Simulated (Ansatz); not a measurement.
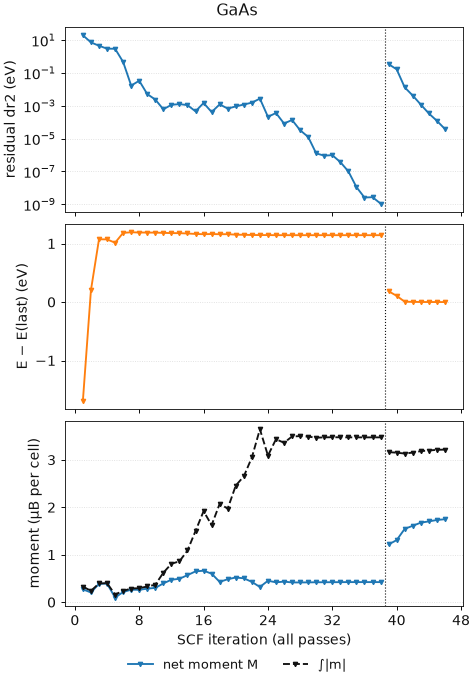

The plot shows the SCF iterations of a calculation: density residual dr2, Harris–Foulkes energy less its last value, magnetic moments. Each stretch between dotted lines is the SCF of one geometry step of a relaxation. dr2 is the charge part; the magnetisation has a residual of its own.

Program: Ansatz.

```
crystal:
  lattice:
    - [17.6, 0.0, 0.0]
    - [0.0, 17.9, 0.0]
    - [0.0, 0.0, 5.7453845737]
  atoms:
    - { symbol: Ga, position: [0.255168271, 0.5, 0.0], spin: 0.3 }
    - { symbol: Ga, position: [0.5816105763, 0.5, 0.0], spin: 0.3 }
    - { symbol: As, position: [0.3367788473, 0.2592715961, 0.75], spin: 0.3 }
    - { symbol: As, position: [0.3367788473, 0.5802428013, 0.75], spin: 0.3 }
    - { symbol: As, position: [0.6632211527, 0.5802428013, 0.75], spin: 0.3 }
    - { symbol: Ga, position: [0.255168271, 0.3395143974, 0.5], spin: 0.3 }
    - { symbol: Ga, position: [0.255168271, 0.6604856026, 0.5], spin: 0.3 }
    - { symbol: Ga, position: [0.5816105763, 0.3395143974, 0.5], spin: 0.3 }
    - { symbol: Ga, position: [0.5816105763, 0.6604856026, 0.5], spin: 0.3 }
    - { symbol: As, position: [0.3367788473, 0.4197571987, 0.25], spin: 0.3 }
    - { symbol: As, position: [0.3367788473, 0.7407284039, 0.25], spin: 0.3 }
    - { symbol: As, position: [0.6632211527, 0.4197571987, 0.25], spin: 0.3 }
    - { symbol: Ga, position: [0.4183894237, 0.5, 0.5], spin: 0.3 }
    - { symbol: Ga, position: [0.744831729, 0.5, 0.5], spin: 0.3 }
    - { symbol: As, position: [0.5, 0.2592715961, 0.25], spin: 0.3 }
    - { symbol: As, position: [0.5, 0.5802428013, 0.25], spin: 0.3 }
    - { symbol: Ga, position: [0.4183894237, 0.3395143974, 0.0], spin: 0.3 }
    - { symbol: Ga, position: [0.4183894237, 0.6604856026, 0.0], spin: 0.3 }
    - { symbol: As, position: [0.5, 0.4197571987, 0.75], spin: 0.3 }
    - { symbol: As, position: [0.5, 0.7407284039, 0.75], spin: 0.3 }
basis:
  ecutwfc: 420
kpoints:
  mp_grid: { grid: [1, 1, 10] }
hamiltonian:
  xc: pbe
scf:
  occupations: { method: gaussian, width: 0.05 }
  lower_state_search: "off"
output:
  forces: true
  stress: true
  eigenvalues: true
  populations: true
  write_density: true
  write_potential: true
  elf: true
  volumetric_format: npy
magnetization:
  spin_polarized: true
relax:
  adjacent_minimum: "off"
  f_tol: 0.02
  max_steps: 45
  cell: { fix: [a, b, alpha, beta, gamma], stress_tol: 0.03 }
```

Launched with:
```bash
ansatz run input.yaml --threads 4 --pin off --max-ram 11264MiB --backend cpu --events-out ev --progress --plain --runs-dir out
```

Q: Did the calculation converge?

A: It did not finish: the time limit cut it off after 46 iterations in all. There are 2 passes, of 38 and 8 iterations. In pass 2, the residual is still falling at the last step (down to 4 × 10⁻⁵). The program keeps the magnetisation out of the quasi-Newton mixer until iteration 9 and then restarts the mixer with it.

Q: How do the moments develop?

A: The net moment goes from 0.3 to 1.7 μB per cell, though in an unconverged run this needn't be final.
